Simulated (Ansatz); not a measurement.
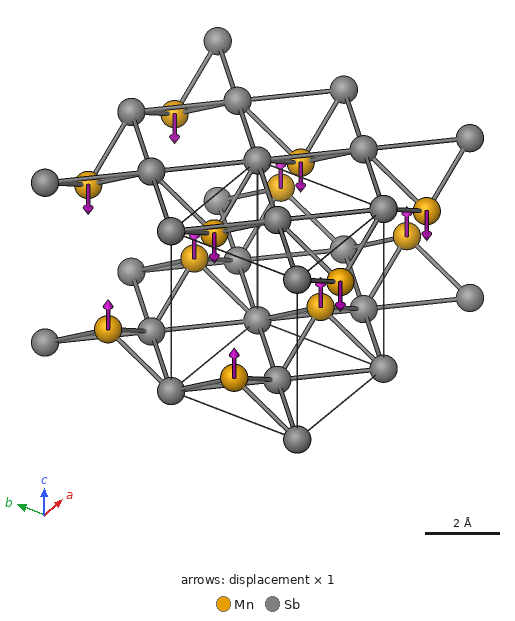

A relaxation of crystalline MnSb (built on the litharge_129 type) (coarse preliminary run). The starting structure is drawn; purple arrows show the displacements (the part carried along by the change of the cell is left out), at their true length.

Style: ball-and-stick. Shown: the cell of the calculation, repeated 2 × 2 × 1 with one cell outlined, from a free direction.

Case: litharge type (P4/nmm, No. 129).

Theory: Ansatz, DFT PBE, scalar-relativistic, plane waves, PAW.

The input:
```yaml
crystal:
  lattice:
    - [4.1334915535, 0.0, 0.0]
    - [0.0, 4.1334915535, 0.0]
    - [0.0, 0.0, 5.2230260119]
  atoms:
    - { symbol: Mn, position: [0.0, 0.5, 0.2351], spin: 2.58 }
    - { symbol: Mn, position: [0.5, 0.0, 0.7649], spin: 2.58 }
    - { symbol: Sb, position: [0.0, 0.0, 0.0] }
    - { symbol: Sb, position: [0.5, 0.5, 0.0] }
basis:
  ecutwfc: 420
kpoints:
  mp_grid: { grid: [4, 4, 4] }
hamiltonian:
  xc: pbe
scf:
  occupations: { method: gaussian, width: 0.1 }
  lower_state_search: "off"
output:
  forces: true
  stress: true
  eigenvalues: true
  populations: true
magnetization:
  spin_polarized: true
relax:
  adjacent_minimum: "off"
  f_tol: 0.04
  max_steps: 70
  cell: { stress_tol: 0.4 }
```

Command:
```bash
ansatz run input.yaml --threads 1 --pin off --max-ram 2560MiB --backend cpu --events-out ev --progress --plain --runs-dir out
```

Atoms of which element are displaced furthest, and by how much?

Manganese: up to 0.99 Å, against 0.00 Å for antimony.

What happened in the run?

The largest moves relative to the cell, 0.99 Å, are those of Mn1 and Mn2. Mn1 goes along +c. Sb stays in place. Cell: a = b 4.133 → 4.572 Å (+10.6 %), c 5.223 → 3.740 Å (−28.4 %). Volume −12.4 %. Near-neighbour distances that change, for instance: Mn1–Sb3 4.498 → 2.953 Å, Mn1–Sb3 (another image) 2.404 → 2.953 Å, Sb3–Sb4 2.923 → 3.233 Å. Bond angles that change, for instance: Sb3–Mn1–Sb3 118.6° → 101.4°, Sb3–Mn1–Sb4 74.9° → 66.4°. The space group (tolerance 0.01 Å) goes from P4/nmm (No. 129) to P4/mmm (No. 123). The energy falls by 4.583 eV per cell of the calculation in 16 accepted moves (17 points after the start). Largest force component: 4.4 eV/Å at the start, 0.00036 eV/Å at the end. Pressure: 26.95 GPa at the start and 0.14 GPa at the end. At 1 point the geometry stayed and the basis and grid were re-selected for the new cell (energy shift of 6.4 meV per cell of the calculation at most each time). The run took 3.5 min on 1 thread of Arm Neoverse V1, with other jobs on the host, peak memory 0.43 GiB.

Limits of the set-up: the k-point mesh is coarse for a cell with partly filled bands.
